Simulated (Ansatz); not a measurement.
Ga₂O₃

Input file:

```
crystal:
  lattice:
    - [2.4923023535, 1.4389314347, 4.4806666158]
    - [-2.4923023535, 1.4389314347, 4.4806666158]
    - [0.0, -2.8778628693, 4.4806666158]
  atoms:
    - { symbol: Ga, position: [0.3892499204, 0.3545019131, 0.3417832597] }
    - { symbol: Ga, position: [0.1784452238, 0.1436972165, 0.1309785631] }
    - { symbol: Ga, position: [0.6784452238, 0.6436972165, 0.6309785631] }
    - { symbol: Ga, position: [0.8892499204, 0.8545019131, 0.8417832597] }
    - { symbol: O, position: [0.5536262452, 0.9463737548, 0.25] }
    - { symbol: O, position: [0.25, 0.5536262452, 0.9463737548] }
    - { symbol: O, position: [0.9463737548, 0.25, 0.5536262452] }
    - { symbol: O, position: [0.4463737548, 0.0536262452, 0.75] }
    - { symbol: O, position: [0.75, 0.4463737548, 0.0536262452] }
    - { symbol: O, position: [0.0536262452, 0.75, 0.4463737548] }
basis:
  ecutwfc: 500
kpoints:
  mp_grid: { grid: [6, 6, 6] }
hamiltonian:
  xc: r2scan
scf:
  occupations: { method: gaussian, width: 0.05 }
output:
  forces: true
  stress: true
  eigenvalues: true
  write_density: true
  write_potential: true
  elf: true
  volumetric_format: npy
```

Run with:

```sh
ansatz run input.yaml --threads 2 --pin off --max-ram 5120MiB --backend cpu --events-out ev --progress --plain --runs-dir out
```

Below, planes, directions and counts refer to the conventional cell (a = 4.98 Å, b = 4.98 Å, c = 5.33 Å, α = 62.09°, β = 62.09°, γ = 60.00°).

Space group P1; changed on purpose from its base cell (all Ga atoms moved +0.150 Å, as atom 1 along Cartesian [1 1 1]); not relaxed (largest force 2.0 eV/Å); computed pressure about 3 GPa in this cell.

These are results of DFT r2SCAN, scalar-relativistic, plane waves, PAW (Ansatz), not measurements.

The density is the valence pseudo-density of a PAW calculation; it isn't the true density close to the nuclei.

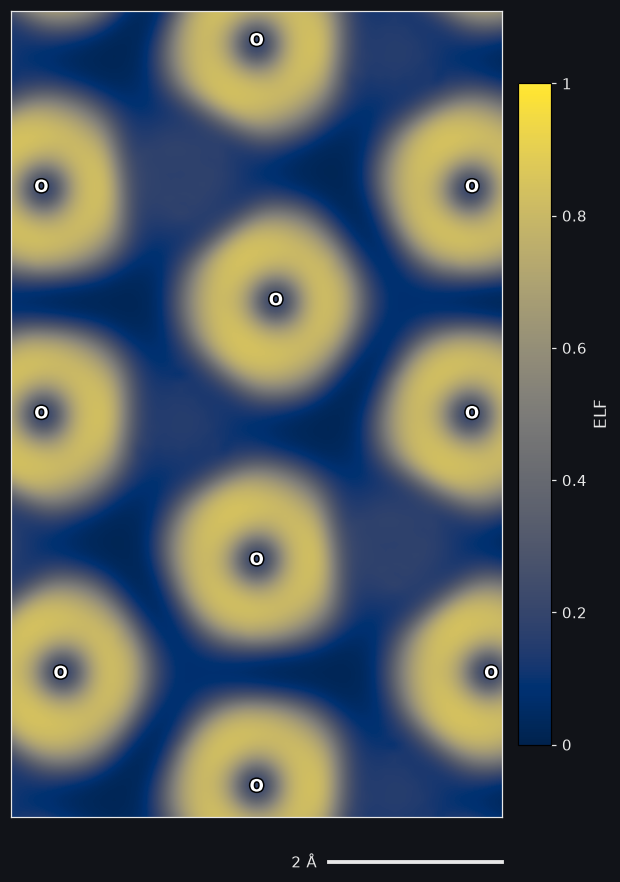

Figure 1. ELF on the (001) plane of the conventional cell.

Read the bonding off the picture.

The plane passes through O nuclei. Atoms just off the plane (Ga, 0.7 Å away) can leave unmarked features too.

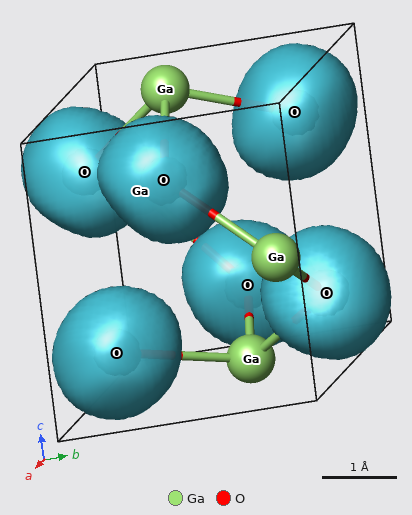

Figure 2. Isosurface of the electron localisation function at 0.65 (cyan), seen slightly off an axis. Core shells and regions of very low density are left out. Sticks mark near contacts.

What do the ELF domains correspond to?

The surface consists of six regions wrapped around O (the valence shell of each), counted in one cell of 10 atoms. Any copies at cell faces, edges or corners count once.


Ga–O (1.78 Å): the ELF peaks at about 0.80 in the valence shell of O, 0.6 Å from its nucleus, and is about 0.40 at the midpoint. Ga–O (1.86 Å): the ELF peaks at about 0.80 in the valence shell of O, 0.6 Å from its nucleus, and is about 0.40 at the midpoint.

Metal or insulator at this level of theory?

It is gapped, with a Kohn–Sham gap of 3.5 eV on the k-point mesh (the band edges may lie off the mesh, which would make the gap smaller).
